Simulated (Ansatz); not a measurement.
Zn$_{8}$O$_{7}$ (charge +2): geometry relaxation (part 2 of 2)

Continued. System: Zn$_{8}$O$_{7}$ (defect cell, 15 atoms in the cell, total charge +2). Method: DFT PBE, scalar-relativistic, plane waves, PAW, no spin polarisation (Ansatz 0.2.0); cutoff 420 eV, 4×4×4 k-mesh, Gaussian smearing of 0.01 eV. The structure derives from a Materials Project entry. It belongs to a series of runs on one base structure; here: O vacancy (site b), charge +2, atoms relaxed at the host's cell.

Geometry of the input (Å; fractional positions):
```
0.0000  0.0000  5.2932
6.5588  -0.0000  0.0000
-3.2794  5.6801  0.0000
Zn 0.4537  0.3333  0.1667
Zn 0.5033  0.3380  0.6690
Zn 0.5033  0.8310  0.1620
Zn 0.5033  0.8310  0.6690
Zn 0.0071  0.1582  0.3418
Zn 0.0071  0.1582  0.8163
Zn 0.0071  0.6837  0.3418
Zn 0.0082  0.6667  0.8333
O  0.8813  0.3341  0.6671
O  0.8813  0.8329  0.1659
O  0.8813  0.8329  0.6671
O  0.3810  0.1659  0.3341
O  0.3810  0.1659  0.8317
O  0.3810  0.6683  0.3341
O  0.3826  0.6667  0.8333
```

```
SCF converged after 7 iterations
Free energy (F): -30540.728810 eV
Harris-Foulkes:  -30540.728810 eV  (|F-HF|=1.05e-8)
Internal energy: -30540.728810 eV  (E = F + TS)
E sigma→0 (E₀):  -30540.728810 eV
Fermi energy:    6.422371 eV
--- Per-component energies (eV) ---
  E_band       = 135.801205
  E_kinetic    = 2245.764388
  E_local      = -16960.091304  (includes V_loc(G=0)·N_el)
  E_nonlocal   = 5276.090349
  E_hartree    = 7039.843922
  E_xc         = -1587.651876
  E_vxc        = -1040.945267  (∫ρ·V_xc dr)
  E_paw        = -15752.453818  (= ΣΔE_a)
  E_vpaw       = -3464.717783  (= ΣTr[D̂ρ^β])
  E_aug_tail   = 0.014234  (compensation charges beyond the density's cutoff)
  E_ewald      = -10802.244707
  E_smearing   = -0.000000  (= −TS)
  E_closure    = -0.000000  (closes the sum)
  E_deformation_potential = 26.149218  (in the stress; not in F)
  Σ components = -30540.728810   (vs F -30540.728810, Δ=0.00e0)
--- Forces (eV/Å), atoms counted from 1 ---
  atom   1  Zn     0.00000000     0.00000000     0.00187000
  atom   2  Zn    -0.00049548    -0.00028607     0.02049991
  atom   3  Zn     0.00000000     0.00057213     0.02049991
  atom   4  Zn     0.00049548    -0.00028607     0.02049991
  atom   5  Zn     0.00811208    -0.00468351     0.02287981
  atom   6  Zn     0.00000000     0.00936703     0.02287981
  atom   7  Zn    -0.00811208    -0.00468351     0.02287981
  atom   8  Zn    -0.00000000     0.00000000     0.01744304
  atom   9  O     -0.00592689    -0.00342189    -0.02104983
  atom  10  O      0.00000000     0.00684379    -0.02104983
  atom  11  O      0.00592689    -0.00342189    -0.02104983
  atom  12  O     -0.00370518     0.00213919    -0.02074935
  atom  13  O     -0.00000000    -0.00427838    -0.02074935
  atom  14  O      0.00370518     0.00213919    -0.02074935
  atom  15  O     -0.00000000    -0.00000000    -0.02399240
  max |Σ_I F_I| component: 6.22e-5 eV/Å
--- Charged-cell corrections in eV (Makov–Payne, q = +2.000 e, ε = [10.553, 10.553, 11.588]) ---
  F (periodic)     = -30540.728810  (uncorrected; the corrections below are reported, never added to it)
  E_corr1          = +1.285150  (monopole, q²α_M/2ε̄L, of the cell on which ε is isotropic)
  F Makov-Payne    = -30539.443660  (F + E_corr1; no measured alignment; for a localised charge, not one spread in a band: unchecked)
  no potential alignment in this run, which stands beside a crystal: run the host's input off ansatz write-host-input, and read the two finished runs by ansatz place-levels (neither reads a slab, a wire or a sheet, whose cell leaves a vacuum)
--- Band table (eV; the first three rows and the last of 13) ---
  k-point 0: bands = ["-11.6146", "-11.1160", "-11.1160", "-11.0912", "-10.8956", "-10.8956", "-10.5567", "0.1583", "0.3462", "0.3462", "0.3866", "0.4297", "0.4297", "0.5482", "0.6482", "0.6482", "0.6796", "0.6796", "0.7444", "0.7522", "1.0019", "1.0019", "1.1946", "1.1958", "1.1958", "1.3752", "1.3752", "1.4365", "1.4376", "1.4941", "1.4941", "1.6096", "1.7790", "1.7790", "1.8077", "1.8777", "1.8777", "2.0128", "2.1193", "2.1193", "2.2413", "2.2413", "2.4346", "2.4639", "2.4639", "2.4878", "2.4878", "2.4927", "2.7872", "2.9281", "2.9281", "3.0156", "3.3423", "3.3423", "3.5789", "3.5789", "4.0702", "4.4845", "4.5592", "4.5592", "5.2277", "5.2277", "5.4872", "5.4872", "5.5643", "6.0977", "6.3401", "6.3401", "6.5042", "9.6557", "11.2175", "11.2175", "11.4205", "11.8296", "12.5302", "13.1546", "13.1546", "14.0854", "14.0910", "14.0910", "14.6678", "14.6678", "14.6984"]
  k-point 1: bands = ["-11.5516", "-11.1876", "-11.1197", "-11.0690", "-10.9169", "-10.8935", "-10.5582", "0.1927", "0.3255", "0.3826", "0.3872", "0.4624", "0.4656", "0.5467", "0.6316", "0.6427", "0.6871", "0.7019", "0.7683", "0.7895", "0.9839", "1.0125", "1.1182", "1.2181", "1.2660", "1.3033", "1.3658", "1.4182", "1.4263", "1.4804", "1.5440", "1.6343", "1.7046", "1.7155", "1.7848", "1.8623", "1.8858", "2.0495", "2.1556", "2.1703", "2.2284", "2.2536", "2.4122", "2.4440", "2.4706", "2.4735", "2.5209", "2.5671", "2.6725", "2.9155", "2.9572", "3.2110", "3.3498", "3.4284", "3.6122", "3.7022", "4.0041", "4.2757", "4.5229", "4.6700", "5.0624", "5.1192", "5.3309", "5.3879", "5.5566", "5.6229", "6.0844", "6.2459", "7.3777", "9.7206", "10.8143", "11.0567", "11.7825", "12.0414", "12.2713", "13.5810", "13.7010", "14.1025", "14.4167", "14.4944", "14.5879", "14.7553", "14.9617"]
  k-point 2: bands = ["-11.4374", "-11.3119", "-11.1233", "-11.0347", "-10.9481", "-10.8915", "-10.5602", "0.2167", "0.3248", "0.3910", "0.4259", "0.4995", "0.5197", "0.5480", "0.5918", "0.5967", "0.6892", "0.7671", "0.8046", "0.8116", "0.9497", "1.0252", "1.0932", "1.2364", "1.2433", "1.3518", "1.3674", "1.3852", "1.3979", "1.4642", "1.4997", "1.6498", "1.6559", "1.7451", "1.7569", "1.8581", "1.9096", "2.0181", "2.1565", "2.1974", "2.2136", "2.2352", "2.3571", "2.4249", "2.4692", "2.5049", "2.5468", "2.6020", "2.7015", "2.9837", "2.9983", "3.1725", "3.4628", "3.7030", "3.7632", "3.7857", "3.8612", "4.1789", "4.3098", "4.6938", "4.8500", "4.9238", "5.1001", "5.1764", "5.5831", "5.5930", "6.0165", "6.1351", "8.3892", "8.9030", "10.9388", "11.0919", "11.8542", "12.0102", "12.8447", "13.3014", "13.8338", "14.3012", "14.6880", "14.8241", "14.9461", "15.0726", "15.8515"]
  k-point 12: bands = ["-11.2685", "-11.1862", "-11.1492", "-11.0709", "-11.0391", "-10.9745", "-10.5957", "0.1747", "0.1799", "0.2694", "0.2754", "0.3496", "0.3836", "0.4019", "0.4694", "0.5826", "0.5965", "0.6856", "0.7407", "0.7629", "0.9163", "0.9994", "1.0679", "1.1814", "1.2010", "1.2555", "1.3169", "1.3465", "1.3576", "1.4089", "1.4887", "1.5794", "1.5948", "1.6521", "1.6827", "1.7552", "1.7630", "1.8633", "2.1113", "2.1175", "2.2865", "2.3263", "2.3811", "2.4233", "2.4609", "2.4832", "2.6062", "2.8019", "3.1116", "3.2142", "3.4499", "3.5906", "3.6677", "3.8976", "4.0041", "4.2631", "4.3229", "4.7098", "4.7544", "4.8407", "5.0018", "5.0897", "5.1339", "5.1801", "5.2893", "5.3166", "5.4033", "5.6694", "8.7626", "10.1293", "10.3619", "10.9784", "11.4754", "11.6767", "12.1088", "13.1695", "13.8350", "14.1587", "14.5676", "15.1430", "15.3360", "15.4556", "15.5565"]
--- Relaxed structure (4 steps of the walk, 4 accepted, 0 SCFs on fresh bases) ---
  F+E_penalty+E_count = -30540.72881043 eV   max|allowed force component| = 2.400e-2 eV/Å
  atoms:
    - { symbol: Zn, position: [0.41808495221244313, 0.33333333333333326, 0.1666666666666667] }
    - { symbol: Zn, position: [0.5038474996141994, 0.3416192567682006, 0.6708096283841003] }
    - { symbol: Zn, position: [0.5038474996141994, 0.8291903716158996, 0.15838074323179932] }
    - { symbol: Zn, position: [0.5038474996141994, 0.8291903716158996, 0.6708096283841003] }
    - { symbol: Zn, position: [0.01900932214492178, 0.142065479769611, 0.3579345202303889] }
    - { symbol: Zn, position: [0.01900932214492178, 0.14206547976961084, 0.7841309595392219] }
    - { symbol: Zn, position: [0.019009322144921785, 0.7158690404607777, 0.3579345202303889] }
    - { symbol: Zn, position: [0.011616979791527832, 0.6666666666666665, 0.8333333333333333] }
    - { symbol: O, position: [0.8793153349000202, 0.3369876705474715, 0.6684938352737357] }
    - { symbol: O, position: [0.8793153349000202, 0.831506164726264, 0.16301232945252836] }
    - { symbol: O, position: [0.8793153349000202, 0.831506164726264, 0.668493835273736] }
    - { symbol: O, position: [0.381457559505194, 0.16586230310931968, 0.3341376968906803] }
    - { symbol: O, position: [0.381457559505194, 0.16586230310931957, 0.8317246062186393] }
    - { symbol: O, position: [0.381457559505194, 0.6682753937813604, 0.33413769689068024] }
    - { symbol: O, position: [0.3821833311030212, 0.6666666666666665, 0.8333333333333333] }
```

## Trajectory as extended XYZ (Å, eV, eV/Å), 4 frames, from step=1 to step=4
```
15
Lattice="0.0000 0.0000 5.2932 6.5588 -0.0000 0.0000 -3.2794 5.6801 0.0000" Properties=species:S:1:pos:R:3:forces:R:3 step=1 energy=-30540.34111
Zn    1.6397    0.9467    2.4015    0.0000   0.0000  -0.5300
Zn    0.0231    3.8001    2.6640    0.1581   0.0913  -0.0622
Zn    4.9191    0.9200    2.6640    0.0000  -0.1825  -0.0622
Zn    3.2562    3.8001    2.6640   -0.1581   0.0913  -0.0622
Zn   -0.0837    1.9417    0.0378   -0.9202   0.5313   0.3549
Zn   -1.6397    4.6368    0.0378    0.0000  -1.0625   0.3549
Zn    3.3630    1.9417    0.0378    0.9202   0.5313   0.3549
Zn    1.6397    4.7334    0.0435    0.0000   0.0000   0.1402
O     0.0040    3.7890    4.6650   -0.0462  -0.0266  -0.0248
O     4.9191    0.9421    4.6650    0.0000   0.0533  -0.0248
O     3.2754    3.7890    4.6650    0.0462  -0.0266  -0.0248
O    -0.0078    1.8979    2.0168    0.3192  -0.1843  -0.1257
O    -1.6397    4.7244    2.0168    0.0000   0.3686  -0.1257
O     3.2872    1.8979    2.0168   -0.3192  -0.1843  -0.1257
O     1.6397    4.7334    2.0250    0.0000   0.0000  -0.0369
15
Lattice="0.0000 0.0000 5.2932 6.5588 -0.0000 0.0000 -3.2794 5.6801 0.0000" Properties=species:S:1:pos:R:3:forces:R:3 step=2 energy=-30540.63374
Zn    1.6397    0.9467    2.3327    0.0000   0.0000  -0.3416
Zn    0.0316    3.8050    2.6566    0.1154   0.0666   0.0213
Zn    4.9191    0.9102    2.6566    0.0000  -0.1333   0.0213
Zn    3.2478    3.8050    2.6566   -0.1154   0.0666   0.0213
Zn   -0.1728    1.9931    0.0736   -0.4220   0.2437   0.1802
Zn   -1.6397    4.5339    0.0736    0.0000  -0.4873   0.1802
Zn    3.4522    1.9931    0.0736    0.4220   0.2437   0.1802
Zn    1.6397    4.7334    0.0438    0.0000   0.0000   0.0978
O     0.0148    3.7953    4.6506   -0.0996  -0.0575   0.0624
O     4.9191    0.9295    4.6506    0.0000   0.1150   0.0624
O     3.2645    3.7953    4.6506    0.0996  -0.0575   0.0624
O    -0.0110    1.8997    2.0289    0.2217  -0.1280  -0.1750
O    -1.6397    4.7207    2.0289    0.0000   0.2560  -0.1750
O     3.2904    1.8997    2.0289   -0.2217  -0.1280  -0.1750
O     1.6397    4.7334    2.0155    0.0000   0.0000  -0.0226
15
Lattice="0.0000 0.0000 5.2932 6.5588 -0.0000 0.0000 -3.2794 5.6801 0.0000" Properties=species:S:1:pos:R:3:forces:R:3 step=3 energy=-30540.72776
Zn    1.6397    0.9467    2.2090    0.0000   0.0000   0.0107
Zn    0.0393    3.8094    2.6647    0.0214   0.0124   0.0607
Zn    4.9191    0.9013    2.6647    0.0000  -0.0247   0.0607
Zn    3.2401    3.8094    2.6647   -0.0214   0.0124   0.0607
Zn   -0.2441    2.0343    0.1009    0.0258  -0.0149   0.0210
Zn   -1.6397    4.4515    0.1009    0.0000   0.0298   0.0210
Zn    3.5235    2.0343    0.1009   -0.0258  -0.0149   0.0210
Zn    1.6397    4.7334    0.0620    0.0000   0.0000   0.0113
O     0.0171    3.7966    4.6571    0.0198   0.0115  -0.0663
O     4.9191    0.9269    4.6571    0.0000  -0.0229  -0.0663
O     3.2623    3.7966    4.6571   -0.0198   0.0115  -0.0663
O    -0.0102    1.8992    2.0194    0.0379  -0.0219  -0.0179
O    -1.6397    4.7216    2.0194    0.0000   0.0437  -0.0179
O     3.2896    1.8992    2.0194   -0.0379  -0.0219  -0.0179
O     1.6397    4.7334    2.0239    0.0000   0.0000  -0.0150
15
Lattice="0.0000 0.0000 5.2932 6.5588 -0.0000 0.0000 -3.2794 5.6801 0.0000" Properties=species:S:1:pos:R:3:forces:R:3 step=4 energy=-30540.72881
Zn    1.6397    0.9467    2.2130    0.0000   0.0000   0.0019
Zn    0.0408    3.8102    2.6670   -0.0005  -0.0003   0.0205
Zn    4.9191    0.8996    2.6670    0.0000   0.0006   0.0205
Zn    3.2386    3.8102    2.6670    0.0005  -0.0003   0.0205
Zn   -0.2420    2.0331    0.1006    0.0081  -0.0047   0.0229
Zn   -1.6397    4.4539    0.1006    0.0000   0.0094   0.0229
Zn    3.5214    2.0331    0.1006   -0.0081  -0.0047   0.0229
Zn    1.6397    4.7334    0.0615    0.0000   0.0000   0.0174
O     0.0180    3.7971    4.6544   -0.0059  -0.0034  -0.0210
O     4.9191    0.9259    4.6544    0.0000   0.0068  -0.0210
O     3.2614    3.7971    4.6544    0.0059  -0.0034  -0.0210
O    -0.0079    1.8979    2.0191   -0.0037   0.0021  -0.0207
O    -1.6397    4.7243    2.0191    0.0000  -0.0043  -0.0207
O     3.2873    1.8979    2.0191    0.0037   0.0021  -0.0207
O     1.6397    4.7334    2.0230    0.0000   0.0000  -0.0240
```

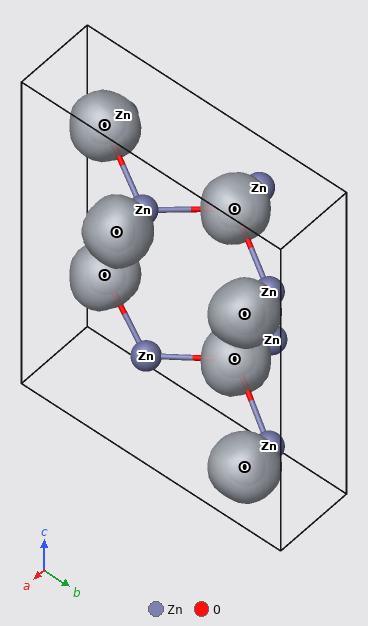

*Isosurface of the electron localisation function at 0.75 (grey), seen slightly off an axis. Only the valence region is drawn (cores and ρ < 0.01 e/Å³ removed). Sticks mark near contacts. The outline is the calculation cell.*

Profiles from the grid: Zn–O (1.91 Å): the ELF is about 0.30 at the midpoint. Zn–O (1.96 Å): the ELF is about 0.25 at the midpoint. In a PAW calculation such maps are meaningful between the atoms, not at the nuclei.

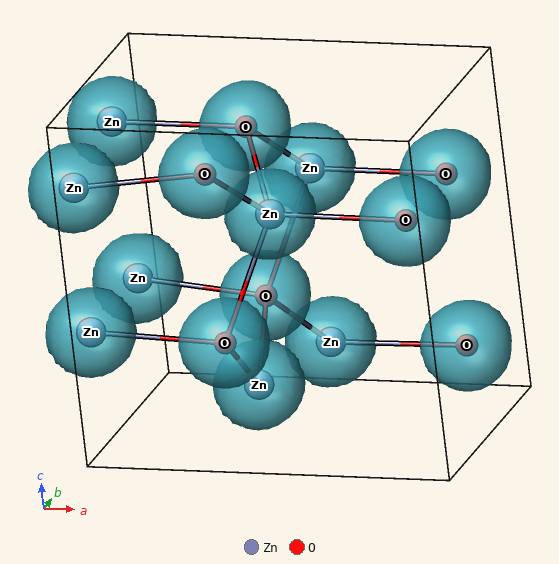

*Isosurface of the valence charge density (pseudo) at 1.5 e/Å³ (cyan), seen slightly off an axis. Sticks mark near contacts. The outline is the calculation cell.*

At this value the density breaks into separate islands; it holds about 65 % of the electrons treated as valence. It is pinched off along the Zn–O (1.91 Å), Zn–O (1.96 Å) and Zn–O (2.00 Å) contacts. On the grid the lowest density along these lines, outside the cores, is 0.68 e/Å³ (Zn–O, 1.91 Å), 0.61 e/Å³ (Zn–O, 1.96 Å) and 0.55 e/Å³ (Zn–O, 2.00 Å).
